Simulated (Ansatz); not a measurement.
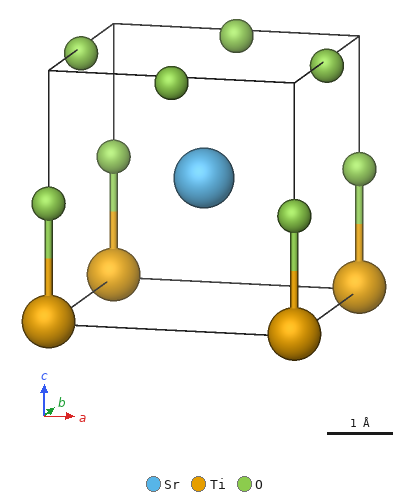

Normal modes of crystalline SrTiO3 (a generated structure), at the zone centre. Style: ball-and-stick. Shown: the cell of the calculation, slightly off an axis. Only the shorter bonds are drawn.

These are results of DFT PBE, scalar-relativistic, plane waves, PAW (Ansatz), not measurements. Set-up: plane-wave cutoff 420 eV; k-point mesh 8 × 8 × 8; occupations fixed; no spin polarisation.

Frequencies are those without the non-analytic (LO–TO) term.

**List the optical modes.**

The calculation's cell holds 5 atoms, so there are 12 optical modes, in 8 levels. The optical modes span 4E + 3A₁ + B₁. One level is unstable (imaginary frequency).

```
level  symmetry  frequency (cm⁻¹)                    activity
    1         E               70i  infrared- and Raman-active
    2        A₁               124  infrared- and Raman-active
    3         E               148  infrared- and Raman-active
    4        B₁               242                Raman-active
    5         E               244  infrared- and Raman-active
    6        A₁               274  infrared- and Raman-active
    7         E               510  infrared- and Raman-active
    8        A₁               549  infrared- and Raman-active
```

The modes drawn as arrows (one member of each degenerate set), 6 of the levels:

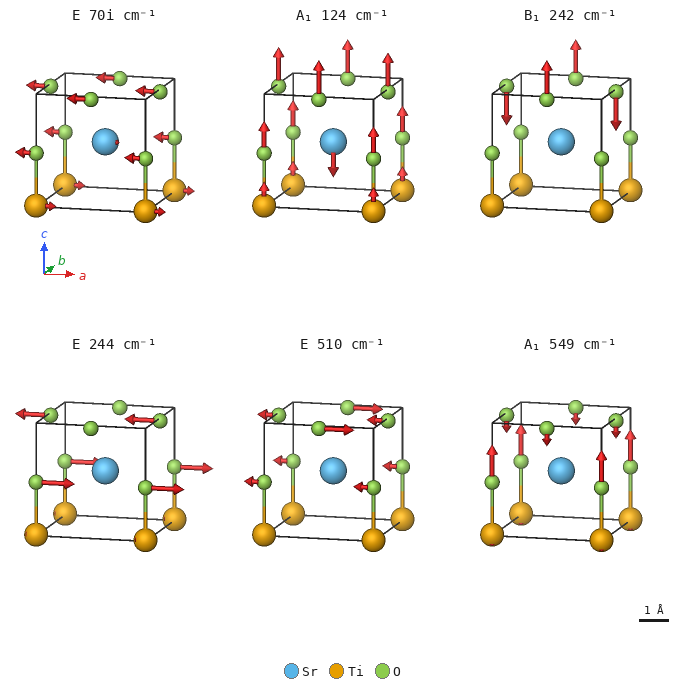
